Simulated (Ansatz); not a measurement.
The calculation's input:

```
crystal:
  lattice:
    - [4.2611695877, 0.0, 0.0]
    - [-2.1305847939, 3.6902811128, 0.0]
    - [0.0, 0.0, 5.80417294]
  atoms:
    - { symbol: Cd, position: [0.0, 0.0, 0.44269192] }
    - { symbol: S, position: [0.6666666667, 0.3333333333, 0.43430808] }
hamiltonian:
  xc: pbe
  pseudopotentials: { kind: paw }
  dispersion: d4
kpoints:
  mp_grid: { grid: [7, 7, 5] }
scf:
  occupations: { method: fermi_dirac, width: 0.05 }
output:
  forces: true
  stress: true
  eigenvalues: true
  write_density: true
  write_potential: true
  elf: true
  volumetric_format: npy
relax:
  f_tol: 0.01
  max_steps: 40
  cell: { stress_tol: 0.05 }
```

Run with:

```sh
ansatz run input.yaml --threads 2 --pin off --max-ram 5632MiB --backend cpu --events-out ev --progress --plain --runs-dir out
```

Below, planes, directions and counts refer to the conventional cell (a = 4.11 Å, b = 4.11 Å, c = 3.85 Å, α = 90.00°, β = 90.00°, γ = 120.00°).

The fields are those of the run's last geometry, not of the input's.

Space group P3m1; a structure from a database of computed crystals, not necessarily the ambient phase.

Theory: Kohn-Sham DFT of a periodic cell, PBE with D4, Ansatz PAW (Ansatz).

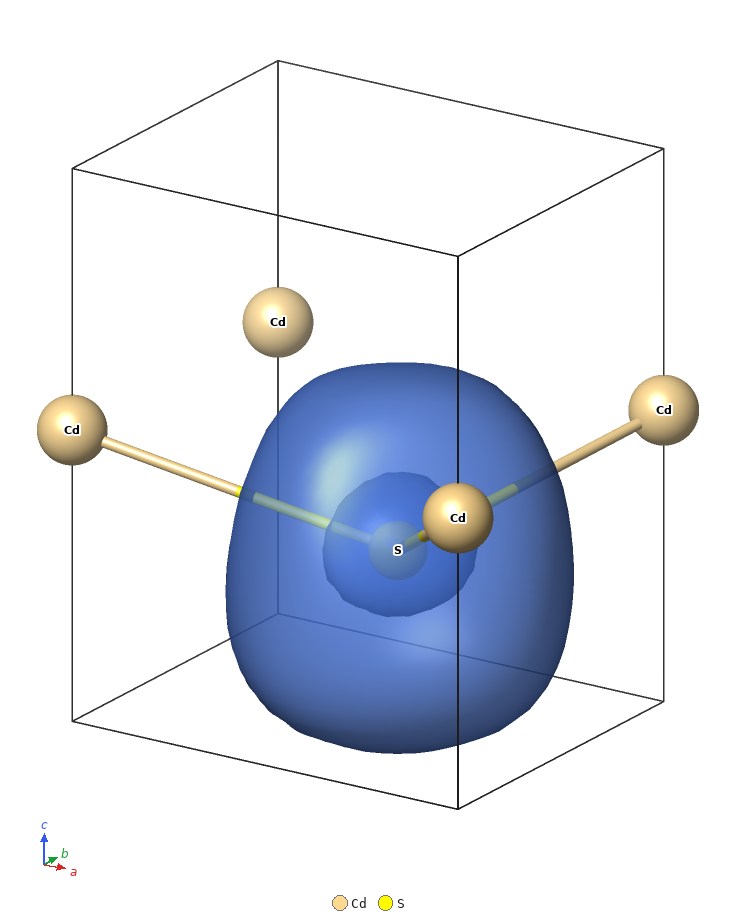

CdS. Isosurface of the electron localisation function at 0.65 (blue), seen slightly off an axis. Only the valence region is drawn (cores and ρ < 0.01 e/Å³ removed). Sticks mark near contacts.

Question: Describe the localisation domains.

Answer: At this value the surface marks out one region wrapped around S (its valence shell), counted in one cell of 2 atoms. Any copies at cell faces, edges or corners count once. Along the contacts the grid gives the following. Cd–S (2.47 Å): the ELF peaks at about 0.85 in the valence shell of S, 0.8 Å from its nucleus, and is about 0.35 at the midpoint.
